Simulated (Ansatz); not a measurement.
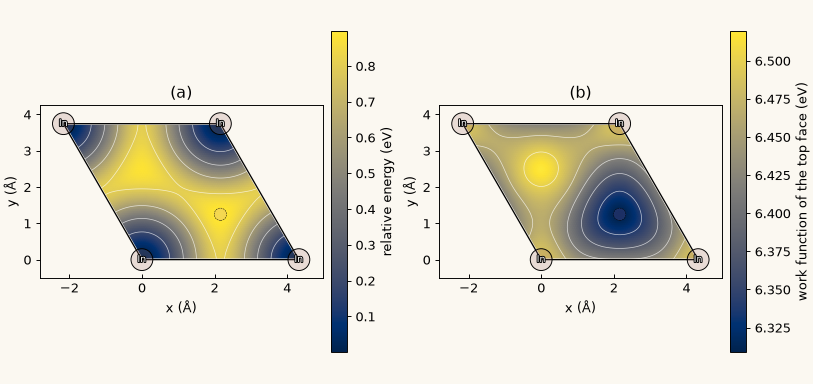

H on an InAs(111) slab cut from the F-43m phase, its upper half relaxed before the scan (4 atoms of substrate and one adsorbate in a 1 × 1 cell). H is moved over the surface cell at a fixed height above a rigid substrate; the origin of the map has the adsorbate above In4; the height is held at 2.50 Å. Places are given modulo a cell vector. The map is drawn in real space over the plane of the surface. Grid: 9 × 9 points; 19 points were computed and 62 follow by symmetry. Energies: eV, counted from the lowest grid point. The runs have no spin polarisation, so an open-shell adsorbate far from the surface lies too high. With one adsorbate in each 1 × 1 cell, its nearest image is 4.3 Å away, so neighbouring adsorbates interact. At a fixed height the lowest place need not be the adsorption site. Level of theory: DFT PBE+D3(BJ), scalar-relativistic, plane waves, PAW in Ansatz 0.2.0. Settings: cutoff 420 eV, k-mesh 6×6×1, gaussian smearing 0.1 eV, no spin polarisation.

Panel (a) is the energy; panel (b) is the computed work function of the top face, in eV.

Drawn: a smooth colour map with a few white contour lines, labelled circles for the atoms of the top layer and small ones for the second layer, the outline of one cell of the plane. Between grid points the surface is interpolated.

### How does the work function of the top face vary over the map, and what is it at the lowest grid point?

It runs from 6.31 eV at a threefold hollow over a second-layer As atom, (6/9, 3/9) of the cell vectors to 6.52 eV at a threefold hollow, (3/9, 6/9) of the cell vectors. At the lowest grid point, the top site over a surface In atom, (0/9, 0/9) of the cell vectors, it is 6.49 eV.

| second ↓, first → | 0/9 | 1/9 | 2/9 | 3/9 | 4/9 | 5/9 | 6/9 | 7/9 | 8/9 |
| --- | --- | --- | --- | --- | --- | --- | --- | --- | --- |
| 8/9 | 6.47 | 6.47 | 6.46 | 6.46 | 6.47 | 6.46 | 6.46 | 6.47 | 6.47 |
| 7/9 | 6.44 | 6.46 | 6.48 | 6.50 | 6.50 | 6.48 | 6.46 | 6.44 | 6.43 |
| 6/9 | 6.43 | 6.46 | 6.50 | 6.52 | 6.50 | 6.46 | 6.43 | 6.40 | 6.40 |
| 5/9 | 6.42 | 6.47 | 6.50 | 6.50 | 6.47 | 6.42 | 6.37 | 6.35 | 6.37 |
| 4/9 | 6.42 | 6.46 | 6.48 | 6.46 | 6.42 | 6.37 | 6.33 | 6.33 | 6.37 |
| 3/9 | 6.43 | 6.46 | 6.46 | 6.43 | 6.37 | 6.33 | 6.31 | 6.33 | 6.37 |
| 2/9 | 6.44 | 6.47 | 6.44 | 6.40 | 6.35 | 6.33 | 6.33 | 6.35 | 6.40 |
| 1/9 | 6.47 | 6.47 | 6.43 | 6.40 | 6.37 | 6.37 | 6.37 | 6.40 | 6.43 |
| 0/9 | 6.49 | 6.47 | 6.44 | 6.43 | 6.42 | 6.42 | 6.43 | 6.44 | 6.47 |

PAW datasets: the set soft_1.
